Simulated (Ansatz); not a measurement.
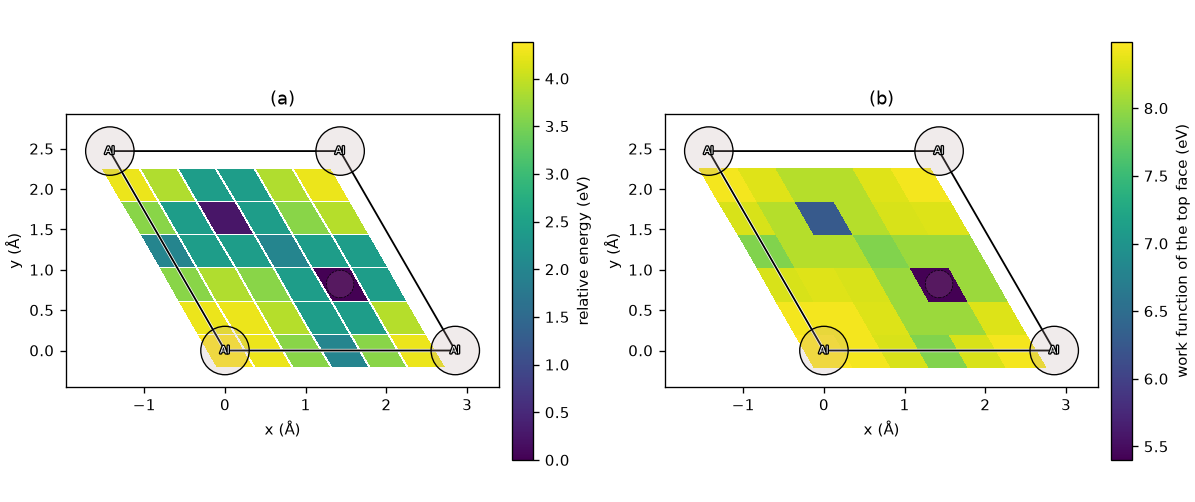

N on an Al(001) slab cut from the P6_3/mmc phase, its upper half relaxed before the scan (9 atoms of substrate and one adsorbate in a 1 × 1 cell). N is moved over the surface cell; relaxed at each place: the height of the adsorbate's atoms; substrate rigid; the origin of the map has the adsorbate above Al9. Places are given modulo a cell vector. The map is drawn in real space over the plane of the surface. The grid has 6 × 6 points; 10 points were computed and 26 follow by symmetry. All energies are given in eV relative to the lowest grid point. With one adsorbate in each 1 × 1 cell, its nearest image is 2.9 Å away, so neighbouring adsorbates interact. Level of theory: DFT PBE, scalar-relativistic, plane waves, PAW in Ansatz 0.2.0. Settings: cutoff 420 eV, k-mesh 9×9×1, gaussian smearing 0.1 eV, no spin polarisation.

Panel (a) is the energy; panel (b) is the computed work function of the top face, in eV.

Drawn: one coloured cell a grid point, labelled circles for the atoms of the top layer and small ones for the second layer, the outline of one cell of the plane.

How does the work function of the top face vary over the map, and what is it at the lowest grid point?

It runs from 5.40 eV at a threefold hollow over a second-layer Al atom, (4/6, 2/6) of the cell vectors to 8.49 eV at the top site over a surface Al atom, (0/6, 0/6) of the cell vectors. At the lowest grid point, a threefold hollow over a second-layer Al atom, (4/6, 2/6) of the cell vectors, it is 5.40 eV.

PAW datasets: the set soft_1.
